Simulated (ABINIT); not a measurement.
**Run report: GdO, phonon calculation (part 2 of 4)**

Continued. System: GdO (F-43m, 2 atoms in the cell). Method: Kohn-Sham DFT of a periodic cell, PBE with D3(BJ), DFT+U, JTH PAW PBE v2.0, spin-polarised (ABINIT 10.8.3); cutoff 625.86 eV, 4×4×4 k-mesh, fermi-dirac of 0.05 eV, collinear spins. The structure derives from an entry of the Crystallography Open Database. The settings are looser than a standard set-up, so the numbers are not reference values.

Geometry of the input (Å; fractional positions):
```
0.0000  2.6874  2.6874
2.6874  0.0000  2.6874
2.6874  2.6874  0.0000
Gd 0.0000  0.0000  0.0000
O  0.7500  0.7500  0.7500
```

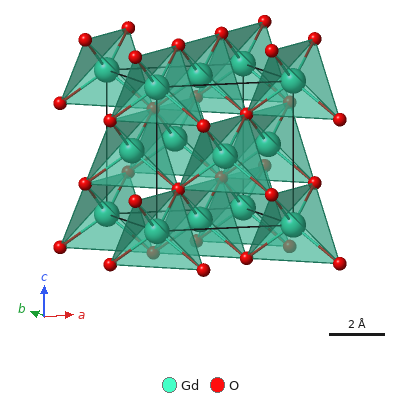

**Figure 1.** The structure as given in the input (polyhedral view of the cell 4 times as large as that of the calculation, set on its symmetry axes, seen slightly off an axis; polyhedra are completed across the faces of the cell). An atom can appear more than once, as a periodic image.

The program's output, continued
```
                       0.000000  0.000000  0.000000  0.000000  0.000000  0.000000
                       0.000000  0.000000  0.000000  0.000000  0.000000  0.000000
                       0.000000
                       1.000000  1.000000  1.000000  1.000000  1.000000  1.000000
                       1.000000  1.000000  1.000000  1.000000  1.000000  1.000000
                       0.000000  0.000000  0.000000  0.000000  0.000000  0.000000
                       0.000000  0.000000  0.000000  0.000000  0.000000  0.000000
                       0.000000
                       1.000000  1.000000  1.000000  1.000000  1.000000  1.000000
                       1.000000  1.000000  1.000000  1.000000  1.000000  1.000000
                       0.000000  0.000000  0.000000  0.000000  0.000000  0.000000
                       0.000000  0.000000  0.000000  0.000000  0.000000  0.000000
                       0.000000
                       1.000000  1.000000  1.000000  1.000000  1.000000  1.000000
                       1.000000  1.000000  1.000000  1.000000  1.000000  1.000000
                       0.000000  0.000000  0.000000  0.000000  0.000000  0.000000
                       0.000000  0.000000  0.000000  0.000000  0.000000  0.000000
                       0.000000
                       1.000000  1.000000  1.000000  1.000000  1.000000  1.000000
                       1.000000  1.000000  1.000000  1.000000  1.000000  1.000000
                       0.000000  0.000000  0.000000  0.000000  0.000000  0.000000
                       0.000000  0.000000  0.000000  0.000000  0.000000  0.000000
                       0.000000
                       1.000000  1.000000  1.000000  1.000000  1.000000  1.000000
                       1.000000  1.000000  1.000000  1.000000  1.000000  1.000000
                       0.000000  0.000000  0.000000  0.000000  0.000000  0.000000
                       0.000000  0.000000  0.000000  0.000000  0.000000  0.000000
                       0.000000
                       1.000000  1.000000  1.000000  1.000000  1.000000  1.000000
                       1.000000  1.000000  1.000000  1.000000  1.000000  1.000000
                       0.000000  0.000000  0.000000  0.000000  0.000000  0.000000
                       0.000000  0.000000  0.000000  0.000000  0.000000  0.000000
                       0.000000
                       1.000000  1.000000  1.000000  1.000000  1.000000  1.000000
                       1.000000  1.000000  1.000000  1.000000  1.000000  1.000000
                       0.000000  0.000000  0.000000  0.000000  0.000000  0.000000
                       0.000000  0.000000  0.000000  0.000000  0.000000  0.000000
                       0.000000
                       1.000000  1.000000  1.000000  1.000000  1.000000  1.000000
                       1.000000  1.000000  1.000000  1.000000  1.000000  1.000000
                       0.000000  0.000000  0.000000  0.000000  0.000000  0.000000
                       0.000000  0.000000  0.000000  0.000000  0.000000  0.000000
                       0.000000
                       1.000000  1.000000  1.000000  1.000000  1.000000  1.000000
                       1.000000  1.000000  1.000000  1.000000  1.000000  1.000000
                       0.000000  0.000000  0.000000  0.000000  0.000000  0.000000
                       0.000000  0.000000  0.000000  0.000000  0.000000  0.000000
                       0.000000
                       1.000000  1.000000  1.000000  1.000000  1.000000  1.000000
                       1.000000  1.000000  1.000000  1.000000  1.000000  1.000000
                       0.000000  0.000000  0.000000  0.000000  0.000000  0.000000
                       0.000000  0.000000  0.000000  0.000000  0.000000  0.000000
                       0.000000
                       1.000000  1.000000  1.000000  1.000000  1.000000  1.000000
                       1.000000  1.000000  1.000000  1.000000  1.000000  1.000000
                       0.000000  0.000000  0.000000  0.000000  0.000000  0.000000
                       0.000000  0.000000  0.000000  0.000000  0.000000  0.000000
                       0.000000
                       1.000000  1.000000  1.000000  1.000000  1.000000  1.000000
                       1.000000  1.000000  1.000000  1.000000  1.000000  1.000000
                       0.000000  0.000000  0.000000  0.000000  0.000000  0.000000
                       0.000000  0.000000  0.000000  0.000000  0.000000  0.000000
                       0.000000
                       1.000000  1.000000  1.000000  1.000000  1.000000  1.000000
                       1.000000  1.000000  1.000000  1.000000  1.000000  1.000000
                       0.000000  0.000000  0.000000  0.000000  0.000000  0.000000
                       0.000000  0.000000  0.000000  0.000000  0.000000  0.000000
                       0.000000
                       prtocc : prtvol=0, do not print more k-points.
           occopt           3
        optdriver1          0
        optdriver2          1
        pawecutdg      2.47000000E+01 Hartree
         pawxcdev           0
           prtden           0
        prtebands           0
           prteig           0
            prtwf1          1
            prtwf2          0
           rfphon1          0
           rfphon2          1
            rprim      0.0000000000E+00  7.0710678120E-01  7.0710678120E-01
                       7.0710678120E-01  0.0000000000E+00  7.0710678120E-01
                       7.0710678120E-01  7.0710678120E-01  0.0000000000E+00
           shiftk      5.00000000E-01  5.00000000E-01  5.00000000E-01
          spgroup         216
           spinat      0.0000000000E+00  0.0000000000E+00  7.0000000000E+00
                       0.0000000000E+00  0.0000000000E+00  0.0000000000E+00
           tolsym      1.00000000E-06
           tolvrs1     1.00000000E-11
           tolvrs2     1.00000000E-05
           tolwfr1     1.00000000E-14
           tolwfr2     0.00000000E+00
           tsmear      1.83747000E-03 Hartree
            typat      1  2
            upawu      2.93994577E-01  0.00000000E+00 Hartree
          usepawu           1
           useylm           1
           vdw_xc           7
                       outvars : Printing only first  50 k-points.
           xangst      0.0000000000E+00  0.0000000000E+00  0.0000000000E+00
                       4.0311356701E+00  4.0311356701E+00  4.0311356701E+00
            xcart      0.0000000000E+00  0.0000000000E+00  0.0000000000E+00
                       7.6177423928E+00  7.6177423928E+00  7.6177423928E+00
             xred      0.0000000000E+00  0.0000000000E+00  0.0000000000E+00
                       7.5000000000E-01  7.5000000000E-01  7.5000000000E-01
            znucl       64.00000    8.00000

================================================================================

 chkinp: Checking input parameters for consistency, jdtset=   1.

 chkinp: Checking input parameters for consistency, jdtset=   2.

================================================================================
== DATASET  1 ==================================================================

--- !DatasetInfo
iteration_state: {dtset: 1, }
dimensions: {natom: 2, nkpt: 10, mband: 25, nsppol: 2, nspinor: 1, nspden: 2, mpw: 1392, }
cutoff_energies: {ecut:  23.0, pawecutdg:  24.7, }
electrons: {nelect:   2.40000000E+01, charge:   0.00000000E+00, occopt:   3.00000000E+00, tsmear:   1.83747000E-03, }
meta: {optdriver: 0, ionmov: 0, optcell: 0, iscf: 17, paral_kgb: 0, }
...

 Exchange-correlation functional for the present dataset will be:
  GGA: Perdew-Burke-Ernzerhof functional - ixc=11
  J.P.Perdew, K.Burke, M.Ernzerhof, PRL 77, 3865 (1996)

 Real(R)+Recip(G) space primitive vectors, cartesian coordinates (Bohr,Bohr^-1):
 R(1)=  0.0000000  5.0784949  5.0784949  G(1)= -0.0984544  0.0984544  0.0984544
 R(2)=  5.0784949  0.0000000  5.0784949  G(2)=  0.0984544 -0.0984544  0.0984544
 R(3)=  5.0784949  5.0784949  0.0000000  G(3)=  0.0984544  0.0984544 -0.0984544
 Unit cell volume ucvol=  2.6196005E+02 bohr^3
 Angles (23,13,12)=  6.00000000E+01  6.00000000E+01  6.00000000E+01 degrees

 Coarse grid specifications (used for wave-functions):

 getcut: wavevector=  0.0000  0.0000  0.0000  ngfft=  32  32  32
         ecut(hartree)=     23.000   => boxcut(ratio)=   2.06382

 Fine grid specifications (used for densities):

 getcut: wavevector=  0.0000  0.0000  0.0000  ngfft=  36  36  36
         ecut(hartree)=     24.700   => boxcut(ratio)=   2.24047

 getcut : COMMENT -
  Note that boxcut > 2.2 ; recall that boxcut=Gcut(box)/Gcut(sphere) = 2
  is sufficient for exact treatment of convolution.
  Such a large boxcut is a waste : you could raise ecut
  e.g. ecut=   30.996647 Hartrees makes boxcut=2

--- Pseudopotential description ------------------------------------------------
- pspini: atom type   1  psp file is ./Gd.GGA_PBE-JTH.xml
 Pseudopotential format is: paw10
 basis_size (lnmax)=  8 (lmn_size= 32), orbitals=   0   0   1   1   2   2   3   3
 Spheres core radius: rc_sph= 2.51208759
 Shapefunction is SIN type: shapef(r)=[sin(pi*r/rshp)/(pi*r/rshp)]**2
 Radius for shape functions =  2.31972311
 Compensation charge density is not taken into account in XC energy/potential

- pspini: atom type   2  psp file is ./O.GGA_PBE-JTH.xml
 Pseudopotential format is: paw10
 basis_size (lnmax)=  4 (lmn_size=  8), orbitals=   0   0   1   1
 Spheres core radius: rc_sph= 1.41465230
 Shapefunction is SIN type: shapef(r)=[sin(pi*r/rshp)/(pi*r/rshp)]**2
 Radius for shape functions =  1.20231231
 Compensation charge density is not taken into account in XC energy/potential

   2.10471357E+03                                ecore*ucvol(ha*bohr**3)
--------------------------------------------------------------------------------

 ******************************************
 DFT+U Method used: FLL
 ******************************************

================================================================================

--- !BeginCycle
iteration_state: {dtset: 1, }
solver: {iscf: 17, nstep: 80, nline: 6, wfoptalg: 10, }
tolerances: {tolwfr: 1.00E-14, tolvrs: 1.00E-11, }
...

     iter   Etot(hartree)      deltaE(h)  residm     nres2   difmagsph maxmagsph
 ETOT  1  -147.61431850433    -1.476E+02 5.157E+00 1.019E+03 1.988E-01 1.988E-01
 ETOT  2  -149.39343158247    -1.779E+00 2.477E+00 2.795E+03 4.741E-01 2.753E-01
 ETOT  3  -128.66890309655     2.072E+01 3.329E-01 2.736E+02 5.644E+00 5.919E+00
 ETOT  4  -129.51034805861    -8.414E-01 1.437E+00 9.185E+02 5.809E+00 1.094E-01
 ETOT  5  -128.83578533043     6.746E-01 1.242E+00 1.058E+02 4.222E+00 4.331E+00
 ETOT  6  -128.97485598217    -1.391E-01 2.851E+00 6.068E+02 3.192E+00 1.139E+00
 ETOT  7  -128.83343221627     1.414E-01 6.044E-02 9.864E+01 4.640E+00 5.779E+00
 ETOT  8  -128.77234283582     6.109E-02 1.832E-02 7.453E+01 1.452E-01 5.924E+00
 ETOT  9  -128.78822819278    -1.589E-02 3.048E-03 6.964E+01 1.228E-02 5.915E+00
 ETOT 10  -130.69823356321    -1.910E+00 2.269E+00 9.729E+02 5.901E+00 1.361E-02
[... 58 further cycles ...]
 ETOT 69  -128.69956756056     5.576E-11 1.137E-10 1.575E-08 3.330E-05 5.640E+00
 ETOT 70  -128.69956756055     1.498E-11 1.741E-11 2.223E-10 1.346E-05 5.640E+00
 ETOT 71  -128.69956756055    -6.565E-12 4.893E-11 3.405E-09 4.214E-06 5.640E+00
 ETOT 72  -128.69956756054     9.607E-12 6.334E-11 2.347E-10 1.673E-05 5.640E+00
 ETOT 73  -128.69956756054    -6.253E-13 9.185E-13 1.029E-10 2.576E-06 5.640E+00
 ETOT 74  -128.69956756055    -6.821E-13 1.544E-12 8.576E-12 3.272E-06 5.640E+00
 ETOT 75  -128.69956756055    -2.842E-13 1.325E-12 2.992E-11 5.463E-07 5.640E+00
 ETOT 76  -128.69956756055     5.116E-13 4.700E-14 5.705E-12 7.546E-07 5.640E+00
 ETOT 77  -128.69956756055    -3.695E-13 1.857E-13 1.332E-12 6.889E-07 5.640E+00
 ETOT 78  -128.69956756055     1.705E-13 9.928E-15 5.620E-13 8.519E-08 5.640E+00

 At SCF step   78  max residual=  9.93E-15 < tolwfr=  1.00E-14 AND nres2   =  5.62E-13 < tolvrs=  1.00E-11 =>converged.

 Cartesian components of stress tensor (hartree/bohr^3)
  sigma(1 1)= -3.73712422E-05  sigma(3 2)=  0.00000000E+00
  sigma(2 2)= -3.73712422E-05  sigma(3 1)=  0.00000000E+00
  sigma(3 3)= -3.73712422E-05  sigma(2 1)=  0.00000000E+00

--- !ResultsGS
iteration_state: {dtset: 1, }
comment   : Summary of ground state results
lattice_vectors:
- [  0.0000000,   5.0784949,   5.0784949, ]
- [  5.0784949,   0.0000000,   5.0784949, ]
- [  5.0784949,   5.0784949,   0.0000000, ]
lattice_lengths: [   7.18208,    7.18208,    7.18208, ]
lattice_angles: [ 60.000,  60.000,  60.000, ] # degrees, (23, 13, 12)
lattice_volume:   2.6196005E+02
convergence: {deltae:  1.705E-13, res2:  5.620E-13, residm:  9.928E-15, diffor: null, }
etotal    :  -1.28699568E+02
entropy   :   0.00000000E+00
fermie    :   1.38216025E-01
cartesian_stress_tensor: # hartree/bohr^3
- [ -3.73712422E-05,   0.00000000E+00,   0.00000000E+00, ]
- [  0.00000000E+00,  -3.73712422E-05,   0.00000000E+00, ]
- [  0.00000000E+00,   0.00000000E+00,  -3.73712422E-05, ]
pressure_GPa:   1.0995E+00
xred      :
- [  0.0000E+00,   0.0000E+00,   0.0000E+00, Gd]
- [  7.5000E-01,   7.5000E-01,   7.5000E-01,  O]
cartesian_forces: # hartree/bohr
- [ -6.47223338E-32,   6.47223338E-32,  -6.47223338E-32, ]
- [  6.47223338E-32,  -6.47223338E-32,   6.47223338E-32, ]
force_length_stats: {min:   1.12102370E-31, max:   1.12102370E-31, mean:   1.12102370E-31, }
...

 Integrated electronic and magnetization densities in atomic spheres:
 ------------------------------------------------------------------------------------------------------------
 Radius=ratsph(iatom), smearing ratsm=  0.0000. Diff(up-dn)=approximate z local magnetic moment.
    Atom    Radius    up_density   dn_density  Total(up+dn)  Diff(up-dn)
    1 Gd   2.51209    10.643998     5.003681     15.647679     5.640317
    2  O   1.41465     2.258309     2.290386      4.548695    -0.032077
 ------------------------------------------------------------------------------------------------------------
  Sum:                12.902307     7.294067     20.196373     5.608240
 Total magnetization (from the atomic spheres):                5.608240
 Total magnetization (exact up - dn):                          5.999796

 ---------- DFT+U DATA ---------------------------------------------------

 ====== For Atom     1, occupations for correlated orbitals. lpawu =   3

 Atom   1. Occ. for lpawu and for spin  1 =   6.42021
 Atom   1. Occ. for lpawu and for spin  2 =   0.94341
 => On atom   1,  local Mag. for lpawu is       -5.476794

 == Occupation matrix for correlated orbitals:

 Occupation matrix for spin  1
     0.98607    0.00000   -0.00085    0.00000    0.00000    0.00000    0.00000
     0.00000    0.50248    0.00000    0.00000    0.00000    0.00000    0.00000
    -0.00085    0.00000    0.98651    0.00000    0.00000    0.00000    0.00000
     0.00000    0.00000    0.00000    0.98541    0.00000    0.00000    0.00000
     0.00000    0.00000    0.00000    0.00000    0.98651    0.00000    0.00085
     0.00000    0.00000    0.00000    0.00000    0.00000    0.98716    0.00000
     0.00000    0.00000    0.00000    0.00000    0.00085    0.00000    0.98607

 Occupation matrix for spin  2
     0.00128    0.00000   -0.00006    0.00000    0.00000    0.00000    0.00000
     0.00000    0.93566    0.00000    0.00000    0.00000    0.00000    0.00000
    -0.00006    0.00000    0.00131    0.00000    0.00000    0.00000    0.00000
     0.00000    0.00000    0.00000    0.00123    0.00000    0.00000    0.00000
     0.00000    0.00000    0.00000    0.00000    0.00131    0.00000    0.00006
     0.00000    0.00000    0.00000    0.00000    0.00000    0.00135    0.00000
     0.00000    0.00000    0.00000    0.00000    0.00006    0.00000    0.00128

================================================================================

 ----iterations are completed or convergence reached----

 Mean square residual over all n,k,spin=   41.554E-16; max=  99.277E-16
 reduced coordinates (array xred) for    2 atoms
       0.000000000000      0.000000000000      0.000000000000
       0.750000000000      0.750000000000      0.750000000000
 rms dE/dt=  5.3675E-31; max dE/dt=  1.3148E-30; dE/dt below (all hartree)
    1       0.000000000000      0.000000000000      0.000000000000
    2       0.000000000000      0.000000000000      0.000000000000

 cartesian coordinates (angstrom) at end:
    1      0.00000000000000     0.00000000000000     0.00000000000000
    2      4.03113567005551     4.03113567005551     4.03113567005551

 cartesian forces (hartree/bohr) at end:
    1     -0.00000000000000     0.00000000000000    -0.00000000000000
    2      0.00000000000000    -0.00000000000000     0.00000000000000
 frms,max,avg= 6.4722334E-32 6.4722334E-32   0.000E+00  0.000E+00  0.000E+00 h/b

 cartesian forces (eV/Angstrom) at end:
    1     -0.00000000000000     0.00000000000000    -0.00000000000000
    2      0.00000000000000    -0.00000000000000     0.00000000000000
 frms,max,avg= 3.3281562E-30 3.3281562E-30   0.000E+00  0.000E+00  0.000E+00 e/A
 length scales=  7.182076404222  7.182076404222  7.182076404222 bohr
              =  3.800591157500  3.800591157500  3.800591157500 angstroms
 Fermi (or HOMO) energy (hartree) =   0.13822   Average Vxc (hartree)=  -0.35941
 Magnetization (Bohr magneton)=  5.99980278E+00
 Total spin up =  1.49999014E+01   Total spin down =  9.00009861E+00
 Eigenvalues (hartree) for nkpt=  10  k points, SPIN UP:
 kpt#   1, nband= 25, wtk=  0.09375, kpt= -0.1250 -0.2500  0.0000 (reduced coord)
  -1.45961   -0.66246   -0.64083   -0.64080   -0.53737   -0.07564   -0.06614   -0.06553
  -0.05248   -0.05017   -0.05009   -0.03643   -0.02206   -0.02144    0.10745    0.17700
   0.21060    0.27353    0.32254    0.35592    0.36567    0.49120    0.58395    0.61615
   0.69584
      occupation numbers for kpt#   1
   1.00000    1.00000    1.00000    1.00000    1.00000    1.00000    1.00000    1.00000
   1.00000    1.00000    1.00000    1.00000    1.00000    1.00000    1.00000    0.00000
   0.00000    0.00000    0.00000    0.00000    0.00000    0.00000    0.00000    0.00000
   0.00000
 prteigrs : prtvol=0 or 1, do not print more k-points.
```
